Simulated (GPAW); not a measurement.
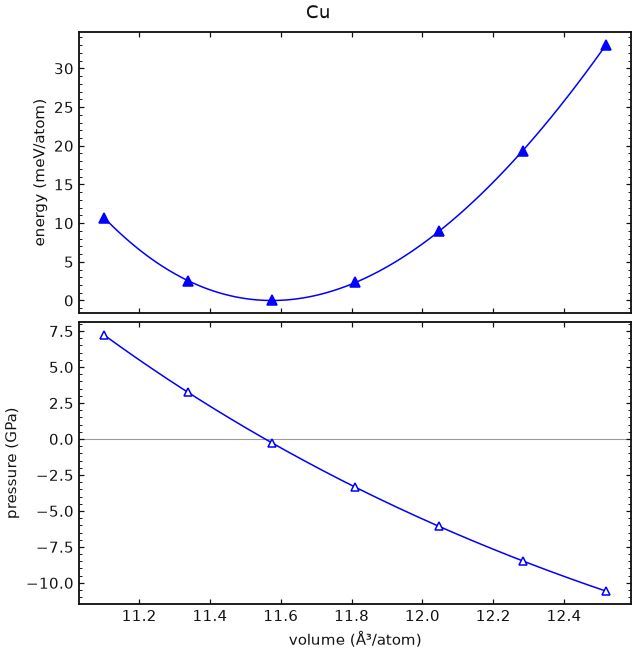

The picture above shows the energy and pressure against volume for Cu, space group Fm-3m (No. 225).

Starting cell:
```
CELL_PARAMETERS angstrom
0.00000 1.80750 1.80750
1.80750 0.00000 1.80750
1.80750 1.80750 0.00000
ATOMIC_POSITIONS crystal
Cu 0.00000 0.00000 0.00000
```

How it was computed, with GPAW 26.7.0: PAW DFT in plane waves, on a grid or in atomic orbitals, no spin polarisation; energies at scaled volumes of the given cell, shape and fractions fixed, counted from the fit's minimum, third-order Birch-Murnaghan fit. Level: r2SCAN.

k mesh 13×13×13; occupations Fermi–Dirac; smearing width 0.05 eV; potentials GPAW PAW data sets (gpaw data 1.2.1); wave cutoff 600 eV; program settings basis pw.

**How stiff is the solid, and where is its volume at rest?**

A third-order Birch–Murnaghan fit gives V0 = 11.57 Å³/atom, B0 = 162 GPa and B′ = 5.2.

**How does the pressure vary with volume?**

It falls from 7.21 GPa at volume 11.10 Å³/atom to −10.58 GPa at 12.52 Å³/atom, and changes sign near 11.56 Å³/atom.
